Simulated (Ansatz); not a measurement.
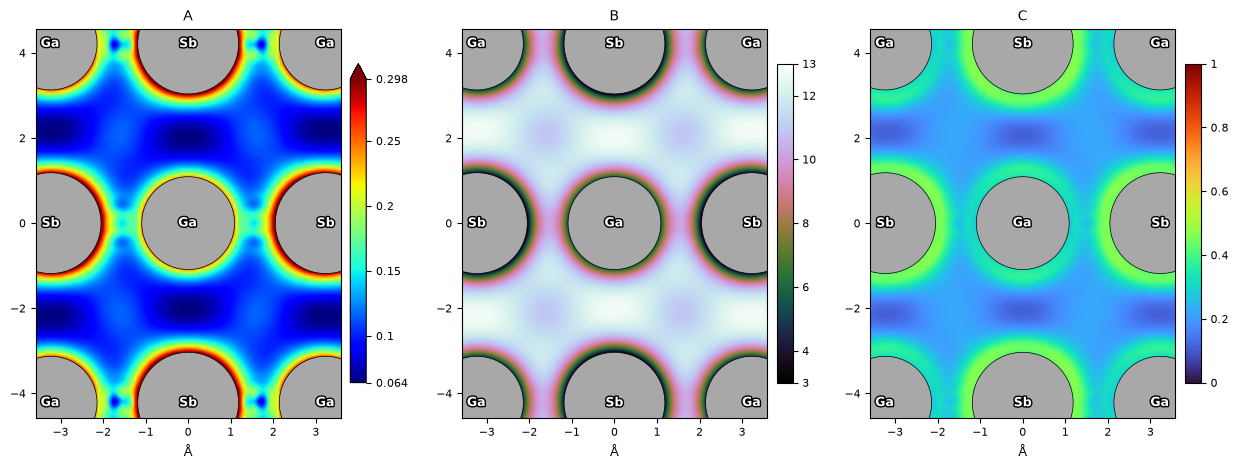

Ga$_{3}$Sb: 3 fields on the (110) plane of the calculation cell, with unlabelled colour scales. Grey discs cover the atomic cores.

Space group I4/mmm; a structure from a database of computed crystals, not necessarily the ambient phase.

These are results of DFT PBE, scalar-relativistic, plane waves, PAW (Ansatz 0.2.0), not measurements.

```
Ga Sb
1.0
     2.28567   -2.28567   -4.22032
     2.28567   -2.28567    4.22032
    -4.57133   -4.57133    0.00000
Ga Sb
6 2
Direct
  0.00000 0.50000 0.25000
  0.50000 0.00000 0.75000
  0.50000 0.00000 0.25000
  0.00000 0.50000 0.75000
  0.00000 0.00000 0.50000
  0.50000 0.50000 0.00000
  0.50000 0.50000 0.50000
  0.00000 0.00000 0.00000
```

Q: Match the panels to the quantities (electron localisation function, electrostatic potential energy of an electron and valence pseudo-density).

A: Panel A: valence pseudo-density. Panel B: electrostatic potential energy of an electron (low next to the atoms, rising into the space between them). Panel C: electron localisation function. From the grid: Ga–Sb (3.23 Å): the density is about 0.12 e/Å³ at the midpoint; the ELF is about 0.30 at the midpoint; no shared electron pair shows on this line.
